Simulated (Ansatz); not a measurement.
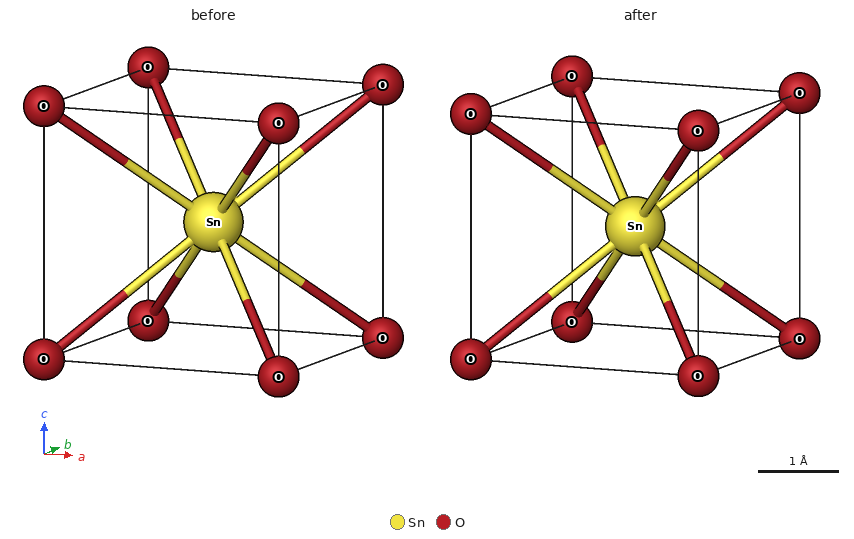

The structure of a crystal of SnO (a generated structure, set up in Pm-3m) (coarse preliminary run) before (left) and after (right) a relaxation, at one scale.

Style: ball-and-stick. Shown: the cell of the calculation, slightly off an axis.

Method: DFT PBE, scalar-relativistic, plane waves, PAW in Ansatz.

Input file:
```yaml
crystal:
  lattice:
    - [3.23814491, 0.0, 0.0]
    - [0.0, 3.23814491, 0.0]
    - [0.0, 0.0, 3.23814491]
  atoms:
    - { symbol: Sn, position: [0.5, 0.5, 0.5] }
    - { symbol: O, position: [0.0, 0.0, 0.0] }
basis:
  ecutwfc: 420
kpoints:
  mp_grid: { grid: [6, 6, 6] }
hamiltonian:
  xc: pbe
scf:
  occupations: { method: gaussian, width: 0.1 }
  lower_state_search: "off"
output:
  forces: true
  stress: true
  eigenvalues: true
relax:
  adjacent_minimum: "off"
  f_tol: 0.04
  max_steps: 70
  cell: { stress_tol: 0.4 }
```

Command:
```bash
ansatz run input.yaml --threads 1 --pin off --max-ram 2048MiB --backend cpu --events-out ev --progress --plain --runs-dir out
```

Question: Summarise the run.

Answer: The atoms keep their places relative to the cell (all moves are under 0.005 Å). The volume changes by −8.9 %, with a = b = c 3.238 → 3.139 Å (−3.1 %). Near-neighbour distances that change, for instance: Sn1–O2 2.804 → 2.718 Å. The space group stays Pm-3m (No. 221). After 3 accepted moves (4 points after the start) the energy has fallen by 41.6 meV per atom. All forces vanish by symmetry, so only the cell relaxes. Pressure: −7.73 GPa at the start and −0.33 GPa at the end. At 1 point the geometry stayed and the basis and grid were re-selected for the new cell (energy shift of 2.5 meV per atom at most each time). The run took 3.6 s on 1 thread of Intel(R) Xeon(R) Platinum 8488C (Sapphire Rapids) (shared host), peak memory 0.34 GiB.
